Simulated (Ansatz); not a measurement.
## What a change does: geometry relaxation on WS$_{2}$

System: WS$_{2}$ (P3m1, 9 atoms in the cell).
Method of run A: DFT LDA, scalar-relativistic, plane waves, PAW, no spin polarisation (Ansatz 0.2.0).

The structure derives from a Materials Project entry. Text and figures count atoms from 1; the logs count them from 0 in places.

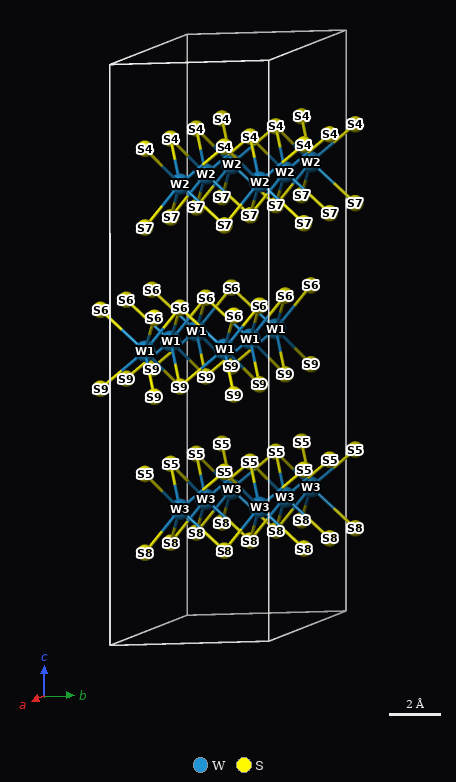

**Figure 1.** The structure as given in the input (ball-and-stick view of the 3 × 2 repeat of the cell, with the vacuum cut short, seen slightly off an axis; bonded neighbours outside the cell are drawn too; atoms are numbered from 1 in the order of the input). An atom can appear more than once, as a periodic image. Near neighbours in the periodic cell (some may lie outside the picture): W has 6 S at 2.41 Å; S has 3 W at 2.41 Å.

## Input file, run A
```yaml
crystal:
  lattice:
    - [3.1829541699, 0.0, 0.0]
    - [-1.591477085, 2.7565191702, 0.0]
    - [0.0, 0.0, 28.53221786]
  atoms:
    - { symbol: W, position: [0.6666666667, 0.3333333333, 0.65928643] }
    - { symbol: W, position: [0.3333333333, 0.6666666667, 0.88553378] }
    - { symbol: W, position: [0.3333333333, 0.6666666667, 0.43436168] }
    - { symbol: S, position: [0.6666666667, 0.3333333333, 0.94018573] }
    - { symbol: S, position: [0.6666666667, 0.3333333333, 0.48903042] }
    - { symbol: S, position: [0.3333333333, 0.6666666667, 0.71395221] }
    - { symbol: S, position: [0.6666666667, 0.3333333333, 0.83084828] }
    - { symbol: S, position: [0.6666666667, 0.3333333333, 0.37971025] }
    - { symbol: S, position: [0.3333333333, 0.6666666667, 0.60462521] }
basis:
  ecutwfc: 420
kpoints:
  mp_grid: { grid: [12, 12, 1] }
hamiltonian:
  xc: lda
scf:
  occupations: { method: gaussian, width: 0.02 }
output:
  forces: true
  stress: true
  eigenvalues: true
relax:
  adjacent_minimum: "off"
  f_tol: 0.01
  max_steps: 60
  cell: { stress_tol: 0.05 }
```

Command:
```bash
ansatz run input.yaml --threads 2 --pin off --max-ram 5120MiB --backend cpu --events-out ev --progress --plain --runs-dir out
```

Hardware: 2 threads of AMD EPYC (Zen 3), 189 GiB of memory available, shared host.

## Output, shortened to warnings, some set-up lines, iterations and results (run A)
```
Basis set: ecut = 420 eV, 4931 PW (Γ)
Symmetry: 6 space group operations
k-points: 19 of 144 (time reversal used)
Initial density: superposition of atomic densities (neutral atoms: chi_scale 0, normalization atom), corrected by the library's trained network
[...]
SCF iter   1: F=—  HF=-35614.861549 eV  |F-HF|=—  |Δ(HF+E_count)|=         —  Δρ=8.63e-3  dr2=3.93e-1  ethr=1.77e-3  ⟨swp⟩=8.7  Hψ=4490  notcnv=0
SCF iter   2: F=—  HF=-35614.809865 eV  |F-HF|=—  |Δ(HF+E_count)|=   5.17e-2  Δρ=3.58e-3  dr2=3.19e-2  ethr=5.04e-4  ⟨swp⟩=3.4  Hψ=1604  notcnv=0  defer=45
SCF iter   3: F=—  HF=-35614.806310 eV  |F-HF|=—  |Δ(HF+E_count)|=   3.56e-3  Δρ=1.98e-3  dr2=4.26e-3  ethr=4.09e-5  ⟨swp⟩=2.7  Hψ=1373  notcnv=0  defer=45
SCF iter   4: F=—  HF=-35614.806789 eV  |F-HF|=—  |Δ(HF+E_count)|=   4.79e-4  Δρ=2.03e-4  dr2=2.42e-4  ethr=5.46e-6  ⟨swp⟩=2.2  Hψ=1392  notcnv=0  defer=45
SCF iter   5: F=—  HF=-35614.806813 eV  |F-HF|=—  |Δ(HF+E_count)|=   2.42e-5  Δρ=1.01e-4  dr2=1.14e-4  ethr=3.11e-7  ⟨swp⟩=2.2  Hψ=1405  notcnv=0  defer=45
[... 53 lines ...]
SCF iter   4: F=—  HF=-35614.965284 eV  |F-HF|=—  |Δ(HF+E_count)|=  4.22e-10  Δρ=4.95e-7  dr2=2.08e-9  ethr=7.43e-12  ⟨swp⟩=2.6  Hψ=1536  notcnv=0
SCF iter   5: F=—  HF=-35614.965284 eV  |F-HF|=—  |Δ(HF+E_count)|=  1.46e-10  Δρ=1.55e-7  dr2=1.92e-10  ethr=2.67e-12  ⟨swp⟩=1.9  Hψ=1032  notcnv=0
SCF iter   6: F=-35614.965284 eV  HF=-35614.965284 eV  |F-HF|=4.37e-11  |Δ(HF+E_count)|=  4.37e-11  Δρ=4.61e-8  dr2=1.69e-11  ethr=1.00e-12  ⟨swp⟩=6.4  Hψ=3732  notcnv=0
SCF 6 converged in 6 iterations: F = -35614.965284 eV  dr2 = 1.69e-11
relax step   6: F+E_penalty+E_count = -35614.96528360 eV  Δ(F+E_penalty+E_count) = +1.675e-3 eV  max|allowed force component| = 2.422e-3 eV/Å  Δτ_max = 0.0000 Å  P = +0.001 …
basis re-selected at this cell: Δ(F+E_penalty+E_count) = +1.675e-3 eV, ΔP = -0.003 GPa vs the last step (what re-selecting the basis moved, of the pressure what is left beyond the Pulay correction that the steps carried, after the strain that the cell walked since its last selection, with what the …
SCF converged after 6 iterations
Free energy (F): -35614.965284 eV
Harris-Foulkes:  -35614.965284 eV  (|F-HF|=4.37e-11)
Internal energy: -35614.965284 eV  (E = F + TS)
E sigma→0 (E₀):  -35614.965284 eV
Fermi energy:    6.725626 eV
--- Per-component energies (eV) ---
  E_band       = -986.298775
  E_kinetic    = 2010.371621
  E_local      = -42251.648324  (includes V_loc(G=0)·N_el)
  E_nonlocal   = 195.869604
  E_hartree    = 20367.716416
  E_xc         = -1379.134195
  E_vxc        = -1251.523758  (∫ρ·V_xc dr)
  E_paw        = -28342.425711  (= ΣΔE_a)
  E_vpaw       = -424.799776  (= ΣTr[D̂ρ^β])
  E_aug_tail   = -0.000196  (compensation charges beyond the density's cutoff)
  E_ewald      = 13782.516857
  E_core_change = 1.768644  (= ΣΔE_core)
  E_smearing   = -0.000000  (= −TS)
  E_closure    = 0.000000  (closes the sum)
  Σ components = -35614.965284   (vs F -35614.965284, Δ=0.00e0)
--- Forces (eV/Å), atoms counted from 1 ---
  atom   1  W     -0.00000000     0.00000000     0.00054671
  atom   2  W      0.00000000    -0.00000000    -0.00079268
  atom   3  W      0.00000000    -0.00000000     0.00069199
  atom   4  S     -0.00000000    -0.00000000     0.00153567
  atom   5  S     -0.00000000     0.00000000     0.00222680
  atom   6  S      0.00000000    -0.00000000     0.00205496
  atom   7  S     -0.00000000     0.00000000    -0.00220659
  atom   8  S     -0.00000000     0.00000000    -0.00089555
  atom   9  S      0.00000000    -0.00000000    -0.00122381
  max |Σ_I F_I| component: 1.94e-3 eV/Å
--- Stress (GPa, compression-positive) ---
        0.002970       0.000000       0.000000
        0.000000       0.002970      -0.000000
        0.000000      -0.000000      -0.001774
  P = ⅓ Tr σ = 0.0014 GPa (0.014 kbar)
--- Relaxed structure (5 steps of the walk, 4 accepted, 1 SCFs on fresh bases) ---
  F+E_penalty+E_count = -35614.96528360 eV   max|allowed force component| = 2.422e-3 eV/Å   (the final SCF, on the basis selected at the relaxed cell)
  cell:  # Å, volume = 231.4929 Å³
[...]
```

The input of run B differs as follows (lines with − go, lines with + come):
```diff
-  xc: lda
+  xc: pbesol
```

Predict how the results change.

The total energies belong to different methods, so their difference says nothing on which is more stable or more accurate. The gap on the mesh goes from 1.10 to 1.33 eV. The volume per atom goes from 25.72 to 27.01 Å³. The functional changes from LDA to PBEsol. The SCF takes 42 iterations over all geometry steps against 51.

## Output, shortened to warnings, some set-up lines, iterations and results (run B)
```
Basis set: ecut = 420 eV, 4931 PW (Γ), exchange–correlation on 48×48×384 points (8 copies of the dense FFT grid, shifted against one another)
Symmetry: 6 space group operations
k-points: 19 of 144 (time reversal used)
Initial density: superposition of atomic densities (neutral atoms: chi_scale 0, normalization atom), corrected by the library's trained network
[...]
SCF iter   1: F=—  HF=-36087.199944 eV  |F-HF|=—  |Δ(HF+E_count)|=         —  Δρ=7.20e-3  dr2=2.89e-1  ethr=1.77e-3  ⟨swp⟩=8.5  Hψ=4421  notcnv=0
SCF iter   2: F=—  HF=-36087.168252 eV  |F-HF|=—  |Δ(HF+E_count)|=   3.17e-2  Δρ=2.87e-3  dr2=2.28e-2  ethr=3.70e-4  ⟨swp⟩=3.2  Hψ=1605  notcnv=0  defer=46
SCF iter   3: F=—  HF=-36087.168505 eV  |F-HF|=—  |Δ(HF+E_count)|=   2.54e-4  Δρ=1.57e-3  dr2=3.28e-3  ethr=2.92e-5  ⟨swp⟩=2.6  Hψ=1425  notcnv=0  defer=46
SCF iter   4: F=—  HF=-36087.170780 eV  |F-HF|=—  |Δ(HF+E_count)|=   2.27e-3  Δρ=2.10e-4  dr2=3.23e-4  ethr=4.21e-6  ⟨swp⟩=3.1  Hψ=2033  notcnv=0  defer=46
SCF iter   5: F=—  HF=-36087.170804 eV  |F-HF|=—  |Δ(HF+E_count)|=   2.45e-5  Δρ=9.64e-5  dr2=9.47e-5  ethr=4.14e-7  ⟨swp⟩=2.2  Hψ=1229  notcnv=0  defer=46
[... 42 lines ...]
SCF iter   5: F=—  HF=-36087.214762 eV  |F-HF|=—  |Δ(HF+E_count)|=   1.35e-9  Δρ=3.14e-7  dr2=5.71e-10  ethr=4.62e-12  ⟨swp⟩=2.0  Hψ=1378  notcnv=0
SCF iter   6: F=—  HF=-36087.214762 eV  |F-HF|=—  |Δ(HF+E_count)|=  5.02e-10  Δρ=1.44e-7  dr2=2.40e-10  ethr=1.00e-12  ⟨swp⟩=2.0  Hψ=1377  notcnv=0
SCF iter   7: F=-36087.214762 eV  HF=-36087.214762 eV  |F-HF|=8.00e-11  |Δ(HF+E_count)|=  2.18e-11  Δρ=7.46e-8  dr2=2.73e-11  ethr=1.00e-12  ⟨swp⟩=4.8  Hψ=3863  notcnv=0
SCF 5 converged in 7 iterations: F = -36087.214762 eV  dr2 = 2.73e-11
relax step   5: F+E_penalty+E_count = -36087.21476214 eV  Δ(F+E_penalty+E_count) = +7.222e-4 eV  max|allowed force component| = 4.124e-3 eV/Å  Δτ_max = 0.0000 Å  P = +0.006 …
basis re-selected at this cell: Δ(F+E_penalty+E_count) = +7.222e-4 eV, ΔP = -0.001 GPa vs the last step (what re-selecting the basis moved, of the pressure what is left beyond the Pulay correction that the steps carried, after the strain that the cell walked since its last selection, with what the …
SCF converged after 7 iterations
Free energy (F): -36087.214762 eV
Harris-Foulkes:  -36087.214762 eV  (|F-HF|=8.00e-11)
Internal energy: -36087.214762 eV  (E = F + TS)
E sigma→0 (E₀):  -36087.214762 eV
Fermi energy:    6.307078 eV
--- Per-component energies (eV) ---
  E_band       = -1014.282525
  E_kinetic    = 2000.931299
  E_local      = -42801.794936  (includes V_loc(G=0)·N_el)
  E_nonlocal   = 180.960709
  E_hartree    = 20631.469435
  E_xc         = -1376.201357
  E_vxc        = -1245.049711  (∫ρ·V_xc dr)
  E_paw        = -28813.596685  (= ΣΔE_a)
  E_vpaw       = -412.267779  (= ΣTr[D̂ρ^β])
  E_aug_tail   = -0.000199  (compensation charges beyond the density's cutoff)
  E_ewald      = 14089.979901
  E_core_change = 1.037072  (= ΣΔE_core)
  E_smearing   = -0.000000  (= −TS)
  E_closure    = 0.000000  (closes the sum)
  Σ components = -36087.214762   (vs F -36087.214762, Δ=0.00e0)
--- Forces (eV/Å), atoms counted from 1 ---
  atom   1  W     -0.00000000     0.00000000    -0.00025460
  atom   2  W      0.00000000    -0.00000000    -0.00062383
  atom   3  W      0.00000000    -0.00000000     0.00086052
  atom   4  S      0.00000000     0.00000000     0.00285355
  atom   5  S      0.00000000     0.00000000     0.00412348
  atom   6  S      0.00000000    -0.00000000     0.00315919
  atom   7  S      0.00000000     0.00000000    -0.00374749
  atom   8  S      0.00000000    -0.00000000    -0.00300348
  atom   9  S     -0.00000000    -0.00000000    -0.00336862
  max |Σ_I F_I| component: 1.28e-6 eV/Å
--- Stress (GPa, compression-positive) ---
        0.006056      -0.000000      -0.000000
        0.000000       0.006056       0.000000
       -0.000000       0.000000       0.006300
  P = ⅓ Tr σ = 0.0061 GPa (0.061 kbar)
--- Relaxed structure (4 steps of the walk, 3 accepted, 1 SCFs on fresh bases) ---
  F+E_penalty+E_count = -36087.21476214 eV   max|allowed force component| = 4.124e-3 eV/Å   (the final SCF, on the basis selected at the relaxed cell)
  cell:  # Å, volume = 243.1174 Å³
[...]
```

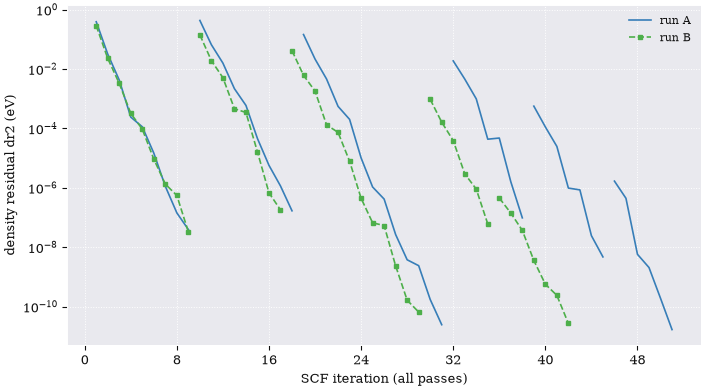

**Figure 2.** Convergence of the two runs: density residual dr2 against the SCF iteration. A break in a curve parts two SCF passes. Run A takes 51 iterations in all, and run B takes 42.

## The two runs side by side

```tsv
quantity	run A	run B
outcome	converged	converged
free energy per atom (eV)	−3957.2184	−4009.6905
gap on the mesh (eV)	1.10	1.33
pressure (GPa)	0.00	0.01
volume per atom (Å³)	25.72	27.01
largest force (eV/Å)	0.002	0.004
SCF iterations	51	42
irreducible k-points	19	19
wall time (shared host)	2.9 min	2.5 min
```

For both runs: Spin–orbit coupling is left out, which matters for W.
